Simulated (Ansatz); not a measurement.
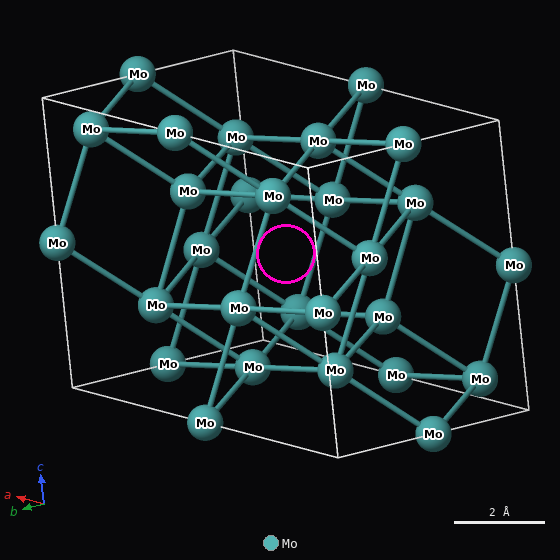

Ball-and-stick drawing of the structure, looking from a general direction. The edges of the supercell are marked. The host is Mo, in a cell of 20 sites, and the cell is neutral. A ring marks the defect's site.

**Describe the defect.**

A molybdenum vacancy. Around the empty site lie 14 Mo at about 2.7 to 3.1 Å.

The atoms were relaxed in the host's cell with Ansatz, DFT PBE, scalar-relativistic, plane waves, PAW.
